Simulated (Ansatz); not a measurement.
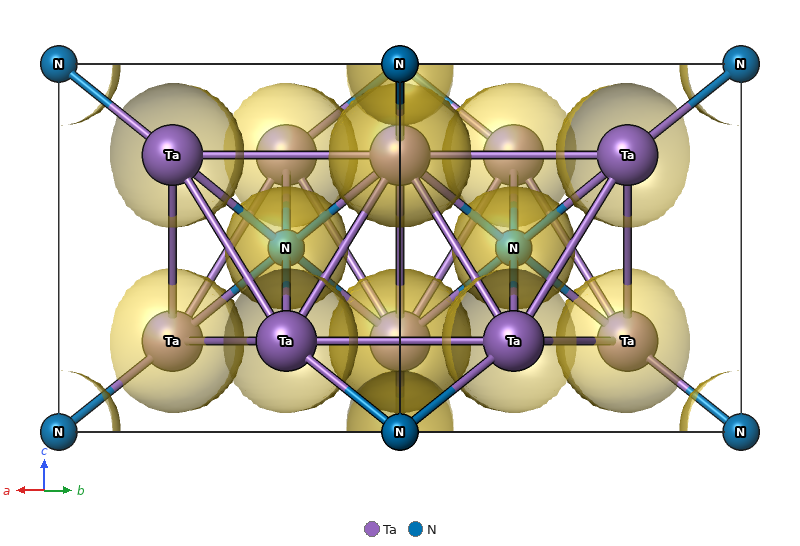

Ta$_{2}$N. Isosurface of the valence charge density (pseudo) at 0.8 e/Å³ (yellow), seen along [110]. Sticks mark near contacts.

Space group P-31m; a structure from a database of computed crystals, not necessarily the ambient phase; computed without spin polarisation.

Method: Ansatz 0.2.0, DFT LDA, scalar-relativistic, plane waves, PAW.

The density is the valence pseudo-density of a PAW calculation; it isn't the true density close to the nuclei.

The calculation's input:

```
crystal:
  lattice:
    - [5.2641314564, 0.0, 0.0]
    - [-2.6320657282, 4.5588715701, 0.0]
    - [0.0, 0.0, 4.914582638]
  atoms:
    - { symbol: Ta, position: [0.6670348858, 0.6670348858, 0.7526441534] }
    - { symbol: Ta, position: [0.0, 0.3329651142, 0.7526441534] }
    - { symbol: Ta, position: [0.3329651142, 0.0, 0.7526441534] }
    - { symbol: Ta, position: [0.3329651142, 0.3329651142, 0.2473558466] }
    - { symbol: Ta, position: [0.0, 0.6670348858, 0.2473558466] }
    - { symbol: Ta, position: [0.6670348858, 0.0, 0.2473558466] }
    - { symbol: "N", position: [0.6666666667, 0.3333333333, 0.5] }
    - { symbol: "N", position: [0.3333333333, 0.6666666667, 0.5] }
    - { symbol: "N", position: [0.0, 0.0, 0.0] }
basis:
  ecutwfc: 420
kpoints:
  mp_grid: { grid: [12, 12, 8] }
hamiltonian:
  xc: lda
scf:
  occupations: { method: fermi_dirac, width: 0.15 }
output:
  forces: true
  stress: true
  eigenvalues: true
  write_density: true
  write_potential: true
  elf: true
  volumetric_format: npy
relax:
  adjacent_minimum: "off"
  f_tol: 0.001
  max_steps: 60
  cell: { stress_tol: 0.01 }
```

Command:

```sh
ansatz run input.yaml --threads 2 --pin off --max-ram 6144MiB --backend cpu --events-out ev --progress --plain --runs-dir out
```

Below, planes, directions and counts refer to the conventional cell (a = 5.23 Å, b = 5.23 Å, c = 4.89 Å, α = 90.00°, β = 90.00°, γ = 120.00°).

The fields are those of the run's last geometry, not of the input's.

How is the density connected at this value?

Answer. At this value the density breaks into separate islands; it holds about 65 % of the electrons treated as valence (semicore included). It bridges none of the near contacts. It is pinched off along the sampled Ta–N (2.12 Å), Ta–Ta (2.98 Å) and Ta–Ta (3.02 Å) contacts. On the grid the lowest density along these lines, outside the cores, is 0.66 e/Å³ (Ta–N, 2.12 Å), 0.26 e/Å³ (Ta–Ta, 2.98 Å) and 0.26 e/Å³ (Ta–Ta, 3.02 Å).

Metal or insulator at this level of theory?

Answer. It is gapless in this calculation (a metal or semimetal); semilocal functionals without U, or without the true magnetic order, often close the gap of such compounds.
